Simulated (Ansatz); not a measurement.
**Single-point calculation of Sr5Ti4O15 (part 1 of 2)**

Sr5Ti4O15 (slab, 24 atoms in the cell), computed with DFT PBEsol, scalar-relativistic, plane waves, PAW, no spin polarisation (Ansatz 0.2.0).

The structure derives from an entry of the Crystallography Open Database. It belongs to a series of runs on one base structure; here: (1 1 1) slab cut from the bulk. Figures and captions count atoms from 1; the log counts them from 0 in places.

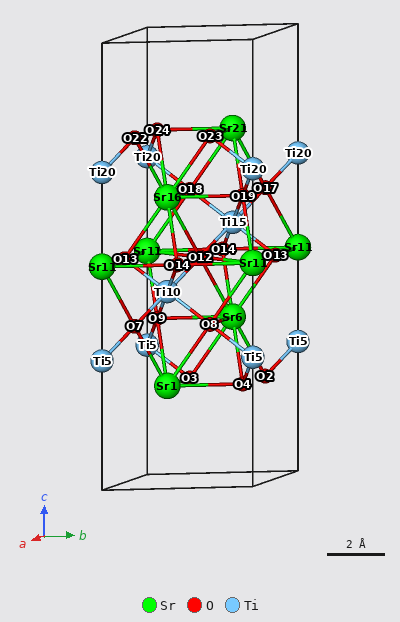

Fig. 1: The structure (ball-and-stick view of the cell of the calculation, with the vacuum cut short, seen slightly off an axis; atoms are numbered from 1 in the order of the input). An atom can appear more than once, as a periodic image.

Input
```yaml
crystal:
  lattice:
    - [5.5028748662, 0.0, 0.0]
    - [-2.7514374331, 4.765629428, 0.0]
    - [0.0, 0.0, 23.9861570271]
  atoms:
    - { symbol: Sr, position: [0.6666666667, 0.3333333333, 0.3126803511] }
    - { symbol: O, position: [0.1666666667, 0.8333333333, 0.3126803511] }
    - { symbol: O, position: [0.1666666667, 0.3333333333, 0.3126803511] }
    - { symbol: O, position: [0.6666666667, 0.8333333333, 0.3126803511] }
    - { symbol: Ti, position: [0.0, 0.0, 0.3595102633] }
    - { symbol: Sr, position: [0.3333333333, 0.6666666667, 0.4063401755] }
    - { symbol: O, position: [0.8333333333, 0.1666666667, 0.4063401755] }
    - { symbol: O, position: [0.8333333333, 0.6666666667, 0.4063401755] }
    - { symbol: O, position: [0.3333333333, 0.1666666667, 0.4063401755] }
    - { symbol: Ti, position: [0.6666666667, 0.3333333333, 0.4531700878] }
    - { symbol: Sr, position: [0.0, 0.0, 0.5] }
    - { symbol: O, position: [0.5, 0.5, 0.5] }
    - { symbol: O, position: [0.5, 0.0, 0.5] }
    - { symbol: O, position: [0.0, 0.5, 0.5] }
    - { symbol: Ti, position: [0.3333333333, 0.6666666667, 0.5468299122] }
    - { symbol: Sr, position: [0.6666666667, 0.3333333333, 0.5936598245] }
    - { symbol: O, position: [0.1666666667, 0.8333333333, 0.5936598245] }
    - { symbol: O, position: [0.1666666667, 0.3333333333, 0.5936598245] }
    - { symbol: O, position: [0.6666666667, 0.8333333333, 0.5936598245] }
    - { symbol: Ti, position: [0.0, 0.0, 0.6404897367] }
    - { symbol: Sr, position: [0.3333333333, 0.6666666667, 0.6873196489] }
    - { symbol: O, position: [0.8333333333, 0.1666666667, 0.6873196489] }
    - { symbol: O, position: [0.8333333333, 0.6666666667, 0.6873196489] }
    - { symbol: O, position: [0.3333333333, 0.1666666667, 0.6873196489] }
basis:
  ecutwfc: 420
kpoints:
  mp_grid: { grid: [6, 6, 1] }
hamiltonian:
  xc: pbesol
scf:
  occupations: { method: gaussian, width: 0.05 }
output:
  forces: true
  stress: true
  eigenvalues: true
  write_density: true
  write_potential: true
  elf: true
  volumetric_format: npy
efield:
  axis: 3
  dipole_correction: true
  ramp_width: 0.04
```

Run on 2 threads of Intel Xeon (Granite Rapids), 192 GiB of memory available, shared host.

Command:
```bash
ansatz run input.yaml --threads 2 --pin off --max-ram 5120MiB --backend cpu --events-out ev --progress --plain --runs-dir out
```

What the program printed
```
Engine: ansatz 0.2.0, x86_64-unknown-linux-gnu
Pseudopotentials: kind: paw
Pseudopotential: Sr, paw, valence charge 10, recommended cutoff 420 eV (normal), Sr.paw.azcp
Pseudopotential: O, paw, valence charge 6, recommended cutoff 420 eV (normal), O.paw.azcp
Pseudopotential: Ti, paw, valence charge 12, recommended cutoff 420 eV (normal), Ti.paw.azcp
Functional definition: PBEsol
  exchange = pbesol_x
  correlation = pbesol_c
Crystal: 24 atoms, lattice volume = 629.029 Å³
Basis set: ecut = 420 eV, 12243 PW (Γ), exchange–correlation on 80×80×324 points (8 copies of the dense FFT grid, shifted against one another)
Bands: 118, of which v1, the nominal top of the filled ones, is band 94 counted from 1 (93 counted from 0)
Symmetry: 6 space group operations
k-points: 7 of 36 (time reversal used)
Non-local potential: Sr, projectors of the file, l = 0: 3, l = 1: 2, l = 2: 2
Non-local potential: O, projectors of the file, l = 0: 2, l = 1: 2, l = 2: 1
Non-local potential: Ti, projectors of the file, l = 0: 3, l = 1: 2, l = 2: 3, l = 3: 1
PAW form: soft (Blöchl's): semilocal exchange-correlation on the pseudo side does not see the compensation charge
PAW frozen core: Sr, regenerated for the run's functional, and the local potential with it (the file was generated under x = pbe(κ = 0.804, μ = 0.2195149727645171), c = pbe(β = 0.06672455060314922))
PAW frozen core: O, regenerated for the run's functional, and the local potential with it (the file was generated under x = pbe(κ = 0.804, μ = 0.2195149727645171), c = pbe(β = 0.06672455060314922))
PAW frozen core: Ti, regenerated for the run's functional, and the local potential with it (the file was generated under x = pbe(κ = 0.804, μ = 0.2195149727645171), c = pbe(β = 0.06672455060314922))
PAW one-centre angular grid: Sr, 110 points (default); XC on 64 Gauss nodes
PAW one-centre angular grid: O, 110 points (default); XC on 64 Gauss nodes
PAW one-centre angular grid: Ti, 590 points (default); XC on 64 Gauss nodes
Initial density: superposition of atomic densities (neutral atoms: chi_scale 0, normalization atom), corrected by the library's trained network
Initial wavefunctions: pseudopotential atomic-orbital guess
Functional: x = pbesol(κ = 0.804, μ = 0.12345679012345678), c = pbesol(β = 0.046)
SCF iter   1: F=—  HF=-35795.128140 eV  |F-HF|=—  |Δ(HF+E_count)|=         —  Δρ=1.55e-2  dr2=2.61e0  ethr=1.77e-3  p=0.000 e·Å  D=3.74e-13 V/Å  ΔV_dip=-0.00 eV  dr2_dipole=2.76e-7  V_vac-E_F(+/−)=5.72/5.72 eV  ⟨swp⟩=8.1  Hψ=4193  notcnv=0  defer=78
efield: sawtooth ramp at fractional position 0.9800 (placed from the atoms, in the widest stretch of the axis that holds none; the zero of the levels goes with the place), width 0.0400; the density the first Hamiltonian is built on has a dipole p = 0.000 e·Å; the dipole correction subtracts the counter field D = 3.74e-13 V/Å, which shifts the + side's vacuum level by -0.00 eV against the − side's; the planar-averaged density in the ramp window peaks in size at 1.2e-5 e/Å³
preconditioner: auto → LDOS  [metal: Δε(μ)=0.012 eV  Ē_g=11.969 eV  σ=0.050 eV  W_gap=0.13  n_scr=94 (ndim 8)  ℏωp=17.9 eV  f_vac=0.509  D(μ)=21.70/eV (n_scr^D=162)  β→1.0]
SCF iter   2: F=—  HF=-35795.144729 eV  |F-HF|=—  |Δ(HF+E_count)|=   1.66e-2  Δρ=1.91e-2  dr2=2.31e0  ethr=1.39e-3  p=0.000 e·Å  D=2.30e-6 V/Å  ΔV_dip=-0.00 eV  dr2_dipole=3.19e-7  V_vac-E_F(+/−)=5.78/5.78 eV  ⟨swp⟩=3.0  Hψ=1727  notcnv=0  defer=115
SCF iter   3: F=—  HF=-35794.798848 eV  |F-HF|=—  |Δ(HF+E_count)|=   3.46e-1  Δρ=7.66e-3  dr2=5.99e-1  ethr=1.23e-3  p=0.000 e·Å  D=1.96e-6 V/Å  ΔV_dip=-0.00 eV  dr2_dipole=1.20e-7  V_vac-E_F(+/−)=5.80/5.80 eV  ⟨swp⟩=3.0  Hψ=1506  notcnv=0  defer=115
SCF iter   4: F=—  HF=-35794.771063 eV  |F-HF|=—  |Δ(HF+E_count)|=   2.78e-2  Δρ=4.00e-3  dr2=2.14e-1  ethr=3.18e-4  p=-0.000 e·Å  D=-1.11e-6 V/Å  ΔV_dip=0.00 eV  dr2_dipole=4.34e-8  V_vac-E_F(+/−)=5.87/5.87 eV  ⟨swp⟩=2.3  Hψ=864  notcnv=0  defer=117
SCF iter   5: F=—  HF=-35794.764732 eV  |F-HF|=—  |Δ(HF+E_count)|=   6.33e-3  Δρ=1.81e-3  dr2=2.47e-2  ethr=1.14e-4  p=-0.000 e·Å  D=-2.01e-6 V/Å  ΔV_dip=0.00 eV  dr2_dipole=6.67e-8  V_vac-E_F(+/−)=5.89/5.89 eV  ⟨swp⟩=2.0  Hψ=1046  notcnv=0  defer=117
SCF iter   6: F=—  HF=-35794.764593 eV  |F-HF|=—  |Δ(HF+E_count)|=   1.39e-4  Δρ=7.01e-4  dr2=4.84e-3  ethr=1.32e-5  p=-0.000 e·Å  D=-1.00e-6 V/Å  ΔV_dip=0.00 eV  dr2_dipole=1.52e-8  V_vac-E_F(+/−)=5.89/5.89 eV  ⟨swp⟩=2.0  Hψ=1381  notcnv=0  defer=117
SCF iter   7: F=—  HF=-35794.764736 eV  |F-HF|=—  |Δ(HF+E_count)|=   1.43e-4  Δρ=3.47e-4  dr2=1.29e-3  ethr=2.58e-6  p=-0.000 e·Å  D=-2.99e-7 V/Å  ΔV_dip=0.00 eV  dr2_dipole=2.30e-9  V_vac-E_F(+/−)=5.88/5.88 eV  ⟨swp⟩=2.0  Hψ=976  notcnv=0  defer=117
SCF iter   8: F=—  HF=-35794.764778 eV  |F-HF|=—  |Δ(HF+E_count)|=   4.24e-5  Δρ=6.72e-5  dr2=4.81e-5  ethr=6.86e-7  p=-0.000 e·Å  D=-6.89e-8 V/Å  ΔV_dip=0.00 eV  dr2_dipole=3.37e-10  V_vac-E_F(+/−)=5.88/5.88 eV  ⟨swp⟩=2.0  Hψ=958  notcnv=0  defer=117
SCF iter   9: F=—  HF=-35794.765567 eV  |F-HF|=—  |Δ(HF+E_count)|=   7.89e-4  Δρ=2.07e-5  dr2=3.17e-6  ethr=2.56e-8  p=0.000 e·Å  D=3.19e-9 V/Å  ΔV_dip=-0.00 eV  dr2_dipole=1.09e-9  V_vac-E_F(+/−)=5.88/5.88 eV  ⟨swp⟩=2.0  Hψ=1183  notcnv=0  defer=117
SCF iter  10: F=—  HF=-35794.765581 eV  |F-HF|=—  |Δ(HF+E_count)|=   1.44e-5  Δρ=9.11e-6  dr2=1.03e-6  ethr=1.69e-9  p=0.000 e·Å  D=1.09e-8 V/Å  ΔV_dip=-0.00 eV  dr2_dipole=7.65e-10  V_vac-E_F(+/−)=5.88/5.88 eV  ⟨swp⟩=2.0  Hψ=1152  notcnv=0  defer=117
SCF iter  11: F=—  HF=-35794.765582 eV  |F-HF|=—  |Δ(HF+E_count)|=   4.67e-7  Δρ=7.98e-6  dr2=6.50e-7  ethr=5.46e-10  p=-0.000 e·Å  D=-1.02e-9 V/Å  ΔV_dip=0.00 eV  dr2_dipole=9.10e-10  V_vac-E_F(+/−)=5.88/5.88 eV  ⟨swp⟩=2.0  Hψ=1347  notcnv=0  defer=117
SCF iter  12: F=-35794.765582 eV  HF=-35794.765582 eV  |F-HF|=7.70e-8  |Δ(HF+E_count)|=   4.47e-7  Δρ=2.55e-6  dr2=6.25e-8  ethr=5.32e-11  p=-0.000 e·Å  D=-9.56e-9 V/Å  ΔV_dip=0.00 eV  dr2_dipole=9.29e-11  V_vac-E_F(+/−)=5.88/5.88 eV  ⟨swp⟩=28.0  Hψ=9511  notcnv=0
SCF 1 converged in 12 iterations: F = -35794.765582 eV  dr2 = 6.25e-8
  greatest PAW one-centre occupation: 0.999 electrons in one spin orbital (limit 2), on the Ti atom at site 4 (counted from 0), in its partial waves of l = 0
```

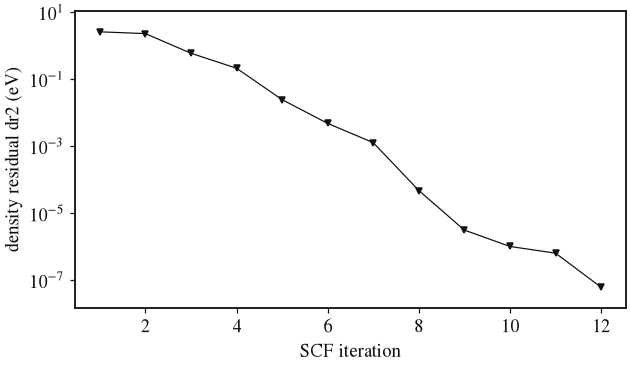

Fig. 2: Convergence of the self-consistent field: density residual dr2 against the SCF iteration. The residual falls at every step.

```
WARN: The output density's exchange-correlation potential varies sharply where the density is thin. Do not read a vacuum level from v_tot or v_xc, or from such a field of the output density. On a cell that repeats whose density bears no net charge and no dipole along the vacuum's axis use v_es (v_loc + v_h of the components); under efield.dipole_correction with no amplitude use v_es + v_field, which holds any external_charges[].barrier, or the levels of the report's work_function block, which leave it out; under a non-zero efield.amplitude the vacuum is tilted and has no level; on a cell that repeats and bears such a dipole with no correction it is tilted too, and efield.dipole_correction with no amplitude gives each side of its ramp a level where efield: is served; in a cell that repeats whose density bears a net charge (total_charge, or a fill off its count) it is curved and has none; of a slab under crystal.periodic whose density bears no net charge use v_es, which has a level on each side, short of where the two are joined; of another it falls or rises all the way out and has none; of a slab beside external_charges read slab_vacuum_level instead, which it has where they leave it neutral. The grid or the basis barely resolves most such structure, and the values can differ between equally converged runs; as a rule a tighter scf.convergence.dr2_threshold does not remove it. Where the density itself ripples (under the LDA too) a higher basis.ecutwfc lessens it. The files hold the spikes' plane waves up to the density's cutoff. Files: v_tot_of_output_density and the like, and their columns of v_z.tsv (output.write_potential); v_xc_of_output_density and the like, and their columns of v_comp_z.tsv (output.write_potential_components). Measured: with its Gaussian average of σ = 0.25 Å subtracted twice, the exchange-correlation potential is over 0.1 eV at 705 of the grid points where the equally averaged density (valence and model cores) is under 1e-3 e/Å³, and 0.299 eV at the most among them, at an averaged density of 5.0e-7 e/Å³. The input density's (outcome.potential() and, of a run that writes arrays, v_tot and v_xc) is over 0.1 eV, so measured, at 434 points of its own thin density, 0.162 eV at the most. See output.write_potential in the manual, Limitations
SCF converged after 12 iterations
Free energy (F): -35794.765582 eV
Harris-Foulkes:  -35794.765582 eV  (|F-HF|=7.70e-8)
Internal energy: -35794.733225 eV  (E = F + TS)
E sigma→0 (E₀):  -35794.749404 eV
Entropy (-TS):   -0.032358 eV (-1.348 meV/atom)
Fermi energy:    0.976705 eV
Dipole field:    D = -0.000007 V/Å  (p = -0.000025 e·Å, saw-weighted, corrected)
Work function:   Φ+ = 5.8831 eV   Φ− = 5.8829 eV
Levels:          The Fermi level and band energies are counted from a zero that moves with the ramp; work functions are not
--- Per-component energies (eV) ---
  E_band       = -2469.937991
  E_kinetic    = 4924.867586
  E_local      = -164095.819392  (includes V_loc(G=0)·N_el)
  E_nonlocal   = 1756.294574
  E_hartree    = 79525.011350
  E_xc         = -2343.607817
  E_vxc        = -2703.408715  (∫ρ·V_xc dr)
  E_paw        = -19580.942113  (= ΣΔE_a)
  E_vpaw       = -1401.886570  (= ΣTr[D̂ρ^β])
  E_aug_tail   = 0.036751  (compensation charges beyond the density's cutoff)
  E_efield     = 0.000000  (sawtooth field / dipole correction)
  E_vefield    = 0.000000  (∫n·V_field dr)
  E_ewald      = 64017.667244
  E_core_change = 1.758593  (= ΣΔE_core)
  E_smearing   = -0.032358  (= −TS)
  E_closure    = -0.000000  (closes the sum)
  Σ components = -35794.765582   (vs F -35794.765582, Δ=0.00e0)
--- Forces (eV/Å), atoms counted from 1 ---
  atom   1  Sr    -0.00000000     0.00000000    -0.13076635
  atom   2  O     -0.55277545     0.31914506     0.38652161
  atom   3  O      0.00000000    -0.63829011     0.38652161
  atom   4  O      0.55277545     0.31914506     0.38652161
  atom   5  Ti    -0.00000000     0.00000000    -1.71182667
  atom   6  Sr    -0.00000000    -0.00000000    -0.53922807
  atom   7  O     -0.38336322     0.22133486     0.50036011
  atom   8  O      0.00000000    -0.44266971     0.50036011
  atom   9  O      0.38336322     0.22133486     0.50036011
  atom  10  Ti    -0.00000000     0.00000000    -0.51877760
  atom  11  Sr    -0.00000000    -0.00000000    -0.00000643
  atom  12  O     -0.00009362     0.00005405     0.00007251
  atom  13  O      0.00000000    -0.00010810     0.00007251
  atom  14  O      0.00009362     0.00005405     0.00007251
  atom  15  Ti     0.00000000    -0.00000000     0.51871947
  atom  16  Sr     0.00000000     0.00000000     0.53923520
  atom  17  O      0.38345280    -0.22138657    -0.50042900
  atom  18  O     -0.00000000     0.44277315    -0.50042900
  atom  19  O     -0.38345280    -0.22138657    -0.50042900
  atom  20  Ti     0.00000000    -0.00000000     1.71190644
  atom  21  Sr     0.00000000    -0.00000000     0.13077101
  atom  22  O      0.55277635    -0.31914558    -0.38652857
  atom  23  O     -0.00000000     0.63829115    -0.38652857
  atom  24  O     -0.55277635    -0.31914558    -0.38652857
  max |Σ_I F_I| component: 1.70e-5 eV/Å
--- Stress (GPa, compression-positive) ---
       -2.258423      -0.000000      -0.000000
        0.000000      -2.258423       0.000000
       -0.000000       0.000000      -0.221473
  P = ⅓ Tr σ = -1.5794 GPa (-15.794 kbar)
--- Band table (eV; the first three rows and the last of 7) ---
```
